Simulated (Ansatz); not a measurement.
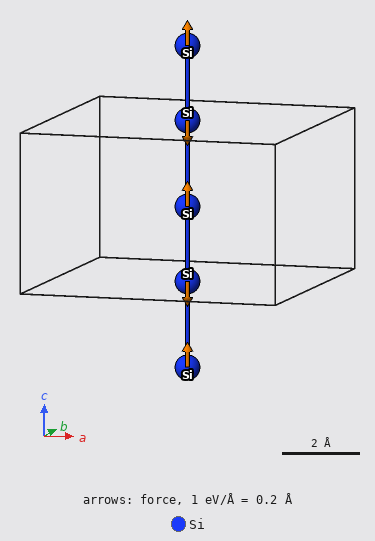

Starting geometry of a wire of composition Si with the computed forces as orange arrows. The picture is a ball-and-stick view of the cell of the calculation, with the vacuum cut short, seen slightly off an axis.

Case: dimerised chain of atoms.

Theory: DFT PBE, scalar-relativistic, plane waves, PAW in Ansatz 0.2.0.

Input file:
```yaml
crystal:
  lattice:
    - [9.0, 0.0, 0.0]
    - [0.0, 9.3, 0.0]
    - [0.0, 0.0, 4.2631910362]
  atoms:
    - { symbol: Si, position: [0.5, 0.5, 0.0], spin: 0.5 }
    - { symbol: Si, position: [0.5, 0.5, 0.465], spin: 0.5 }
basis:
  ecutwfc: 420
kpoints:
  mp_grid: { grid: [1, 1, 15] }
hamiltonian:
  xc: pbe
scf:
  occupations: { method: gaussian, width: 0.05 }
output:
  forces: true
  stress: true
  eigenvalues: true
  populations: true
  write_density: true
  write_potential: true
  elf: true
  volumetric_format: npy
magnetization:
  spin_polarized: true
relax:
  adjacent_minimum: "off"
  f_tol: 0.01
  max_steps: 45
  cell: { fix: [a, b, alpha, beta, gamma], stress_tol: 0.03 }
```

Command:
```bash
ansatz run input.yaml --threads 2 --pin off --max-ram 5120MiB --backend cpu --events-out ev --progress --plain --runs-dir out
```

**Is this structure relaxed? If not, where do the atoms go?**

It isn't relaxed: the largest force vector, on Si atoms, is 3.45 eV/Å. The atoms end up moving mostly along the starting forces (cosine between the two patterns 1.00). After 2 accepted moves (3 points after the start) the energy has fallen by 0.303 eV per cell of the calculation. The largest force component goes from 3.4 to 0.0067 eV/Å. At 1 point the geometry stayed and the basis and grid were re-selected for the new cell (energy shift of 0.4 meV per cell of the calculation at most each time). The largest moves relative to the layer's centre, 0.077 Å, are those of Si1 and Si2. Along the periodic axis the drawn cell goes c 4.263 → 4.429 Å (+3.9 %). Among the contacts that change: Si1–Si2 1.982 → 2.214 Å, Si1–Si2 (another image) 2.281 → 2.215 Å. The program noted that the starting moments weren't kept. Cost: 77 s on 2 threads of Intel(R) Xeon(R) Processor @ 2.50GHz (Skylake/Cascade Lake), with other jobs on the host, peak memory 0.54 GiB.

Limits of the set-up: the k-point mesh is coarse for a cell with partly filled bands.
